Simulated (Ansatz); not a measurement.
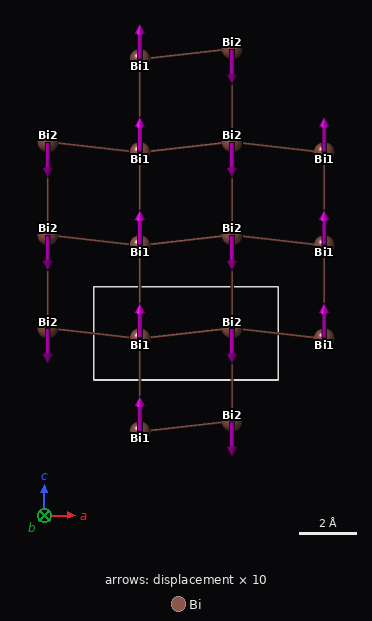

This is a relaxation of solid Bi (a generated structure, set up in Pmma). The starting structure is drawn; purple arrows show the displacements (the part carried along by the change of the cell is left out), magnified 10 times.

Style: ball-and-stick. Shown: the cell of the calculation, repeated 1 × 1 × 3 with one cell outlined, along the b axis.

All numbers below come from Ansatz, DFT PBE, scalar-relativistic, plane waves, PAW. Set-up: plane-wave cutoff 420 eV; k-point mesh 10 × 18 × 16; occupations gaussian; smearing width 0.1 eV; no spin polarisation; cell relaxed at fixed volume; force threshold 0.01 eV/Å; at most 30 steps.

Q: What did the optimiser do to the structure, and how much energy did it gain?

A: The largest moves relative to the cell, 0.13 Å, are those of Bi1 and Bi2. Bi1 goes along +c. The drawn cell changes at constant volume: a 6.578 → 6.613 Å (+0.5 %), b 3.302 → 3.299 Å (−0.1 %), c 3.323 → 3.309 Å (−0.4 %). Some distances before and after: Bi1–Bi1 3.323 → 3.309 Å. Among the angles between lasting bonds that change: Bi1–Bi2–Bi1 166.9° → 176.1°, Bi1–Bi2–Bi2 83.5° → 88.0°, Bi1–Bi2–Bi2 96.5° → 92.0°. The space group stays Pmma (No. 51). Over 3 accepted moves (4 points after the start) the energy falls by 0.6 meV per atom. The largest force component goes from 0.01 to 0.00087 eV/Å. Pressure: −1.27 GPa at the start and −1.15 GPa at the end. The SCF was repeated once at an unchanged geometry on a basis and grid sized afresh for the cell, which shifted the energy by less than 0.05 meV per atom at most. The run took 110 s on 1 thread of Intel(R) Xeon(R) 6975P-C (Granite Rapids), on a shared host, peak memory 0.86 GiB.
